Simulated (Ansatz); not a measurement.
```
Mo Se
1.0
     3.27672    0.00000    0.00000
    -1.63836    2.83772    0.00000
     0.00000    0.00000   12.73059
Mo Se
2 4
Direct
  0.33333 0.66667 0.25000
  0.66667 0.33333 0.75000
  0.33333 0.66667 0.61850
  0.66667 0.33333 0.11850
  0.33333 0.66667 0.88150
  0.66667 0.33333 0.38150
```

Space group P6₃/mmc; computed without spin polarisation; PAW files of the earlier set (soft_1).

Theory: DFT PBE+D3(BJ), scalar-relativistic, plane waves, PAW (Ansatz).

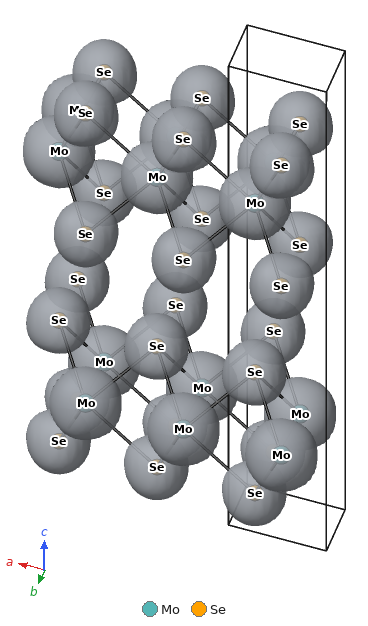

MoSe2. Isosurface of the valence pseudo-density at 0.8 e/Å³ (grey), seen at an oblique angle. Sticks mark near contacts.

In a PAW calculation such maps are meaningful between the atoms, not at the nuclei.

Q: What does this surface tell about the bonding?

A: At this value the density breaks into separate islands; it holds about 70 % of the electrons treated as valence (semicore included). It bridges none of the near contacts. It is pinched off along the sampled Mo–Se (2.53 Å) contacts. On the grid the lowest density along these lines, outside the cores, is 0.53 e/Å³ (Mo–Se, 2.53 Å).
